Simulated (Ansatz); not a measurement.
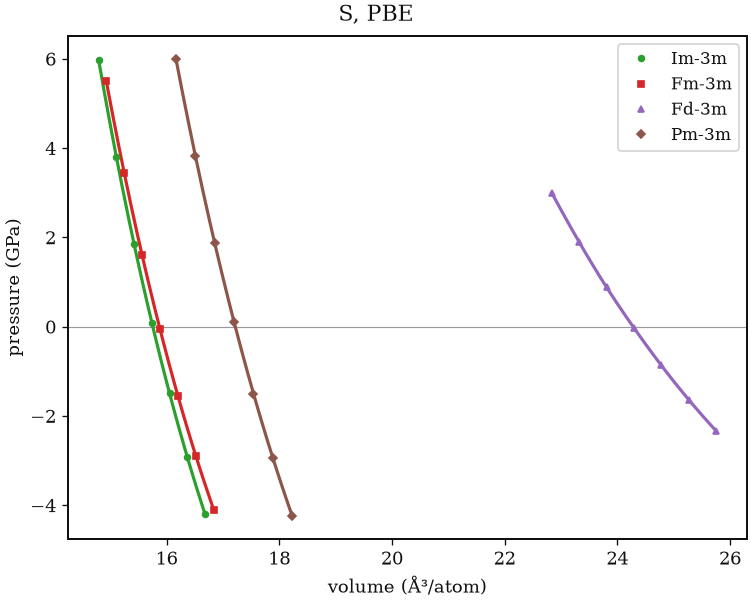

Plotted: pressure against volume, with one curve for each structure, for S.

Computed with Ansatz 0.2.0 development build: equation of state of a cubic crystal from periodic Kohn-Sham density functional theory without spin, third-order Birch-Murnaghan fit to the free energies; pressure corrected for the finite basis. Level: PBE.

| setting | value |
| --- | --- |
| occupation method | Fermi–Dirac |
| occupation width | 0.06123 eV |
| wave cutoff | 420 eV |
| datasets | soft-1 PAW |
| density tolerance | 1e−07 eV |
| density cutoff ratio | 4 |
| search for lower states | default |

Settings that differ: Im-3m: k mesh 48×48×48, atoms in cell 1, lattice centring body-centred primitive, space group number 229, structure type bcc; Fm-3m: k mesh 47×47×47, atoms in cell 1, lattice centring face-centred primitive, space group number 225, structure type fcc; Fd-3m: k mesh 16×16×16, atoms in cell 2, lattice centring face-centred primitive, space group number 227, structure type diamond; Pm-3m: k mesh 42×42×42, atoms in cell 1, lattice centring simple cubic, space group number 221, structure type simple cubic.

> Order the curves by fitted equilibrium volume, smallest first.

Im-3m 15.75, Fm-3m 15.87, Pm-3m 17.22, Fd-3m 24.28 Å³/atom.

> For Im-3m: read off the course of the pressure.

It falls from 6.0 GPa at volume 14.79 Å³/atom to −4.2 GPa at 16.68 Å³/atom, and changes sign near 15.75 Å³/atom.

Caveats: cubic model structure, not the ambient form; modest k-mesh, values are not fully converged in k (Fd-3m).
